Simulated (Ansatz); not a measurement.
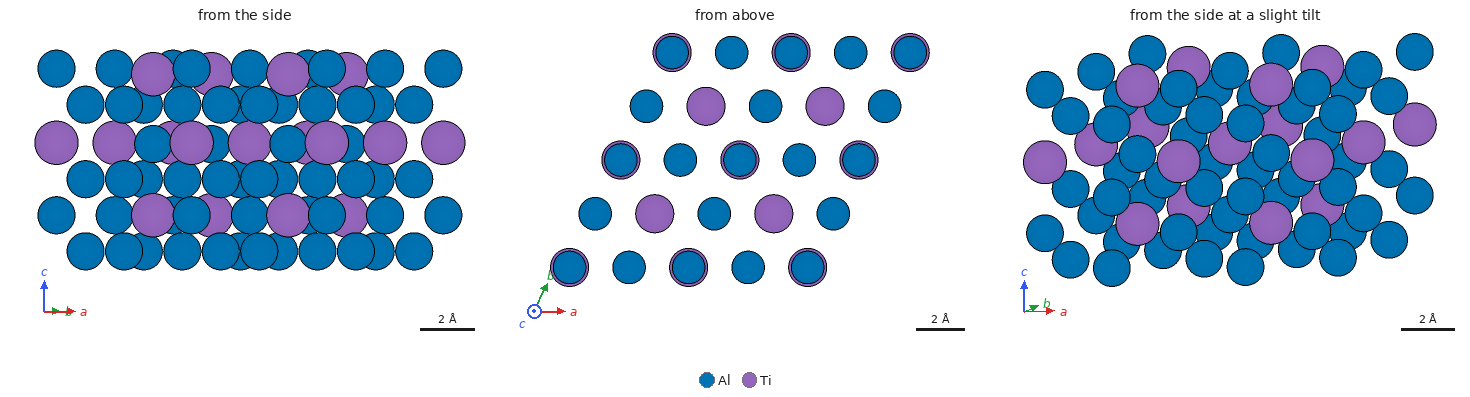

A spheres-only picture of a periodic slab, seen from the side, from above and from the side at a slight tilt. The surface normal points up in side views; the vacuum is left out. 2×2 cells are drawn in the plane, with atoms at the edges repeated.

The cell holds 3 Ti, 9 Al. The slab was cut from bulk TiAl3 (I4/mmm).

Question: What is exposed at the top and at the bottom?

Answer: The top face ends in Al and Ti, the bottom face in Al. The faces differ, so the slab can carry a dipole.

Question: What is the thickness of the slab?

Answer: About 7 Å from the lowest to the highest atom.

Question: What layers make up the slab, from top to bottom?

Answer: Six planes: TiAl / Al / TiAl / Al / TiAl / Al.

Question: On which plane does the slab lie?

Answer: (1 1 0).

Level of theory and settings: DFT PBEsol, scalar-relativistic, plane waves, PAW (Ansatz), an energy cutoff of 420 eV, k-points on a 6×6×1 grid, Gaussian smearing of 0.1 eV, no spin polarisation.

Question: What is the work function on either side?

Answer: 4.24 eV at the top and 4.17 eV at the bottom.

It goes back to a structure listed in the Materials Project, from which a slab was cut. The atoms were relaxed in a fixed cell with DFT PBEsol, scalar-relativistic, plane waves, PAW (Ansatz), but for six held in place.

At this level of theory the run's own cell isn't at rest (forces up to 0.8 eV/Å), so its distances can differ from those at equilibrium, the more so the softer the solid.
